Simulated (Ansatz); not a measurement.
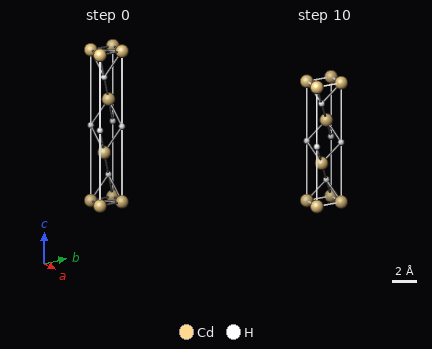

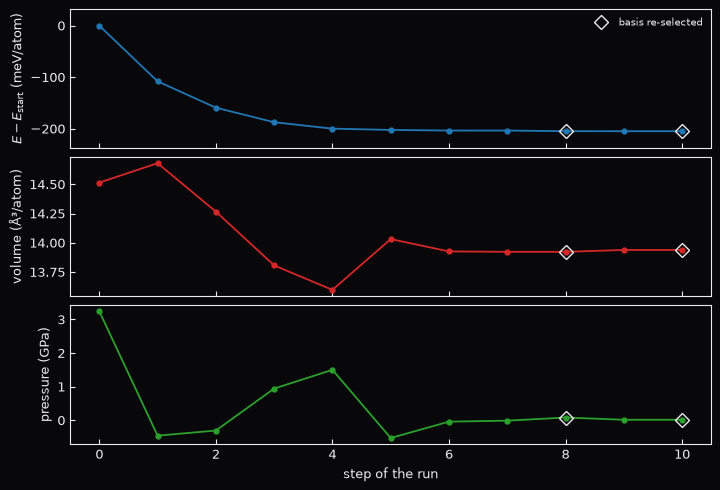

First and last geometry of a relaxation of crystalline CdH (built on the CuPt (L1_1)_166 type), with the history of the run. A ball-and-stick model of the conventional cell (3 times the calculation's cell), seen slightly off an axis. Lengths and directions refer to the drawn axes.

Case: CuPt (L1_1) type (R-3m, No. 166).

Method: DFT PBE, scalar-relativistic, plane waves, PAW in Ansatz.

Input file:
```yaml
crystal:
  lattice:
    - [1.3804958126, 0.797029629, 4.3971348105]
    - [-1.3804958126, 0.797029629, 4.3971348105]
    - [0.0, -1.594059258, 4.3971348105]
  atoms:
    - { symbol: Cd, position: [0.0, 0.0, 0.0] }
    - { symbol: H, position: [0.5, 0.5, 0.5] }
basis:
  ecutwfc: 420
kpoints:
  mp_grid: { grid: [24, 24, 24] }
hamiltonian:
  xc: pbe
scf:
  occupations: { method: gaussian, width: 0.1 }
output:
  forces: true
  stress: true
  eigenvalues: true
  write_density: true
  write_potential: true
  elf: true
  volumetric_format: npy
relax:
  adjacent_minimum: "off"
  f_tol: 0.01
  max_steps: 80
  cell: { stress_tol: 0.05 }
```

Launched with:
```bash
ansatz run input.yaml --threads 1 --pin off --max-ram 2560MiB --backend cpu --events-out ev --progress --plain --runs-dir out
```

Did the run converge, and what did it change?

Answer. It converged. The energy falls by 205 meV per atom in 8 accepted moves (10 points after the start). All forces vanish by symmetry, so only the cell relaxes. The pressure goes from 3.24 to 0.02 GPa. The SCF was repeated twice at an unchanged geometry on a basis and grid sized afresh for the cell, which shifted the energy by 1.2 meV per atom at most. No atom moves by more than 0.005 Å relative to the cell. The volume changes by −4.0 %, with a = b 2.761 → 3.043 Å (+10.2 %), c 13.191 → 10.432 Å (−20.9 %). Among the contacts that change: Cd1–Cd1 2.761 → 3.043 Å, Cd1–H2 2.716 → 2.472 Å. The space group stays R-3m (No. 166). The run took 5.6 min on 1 thread of Arm Neoverse V2 (shared host), peak memory 0.79 GiB.
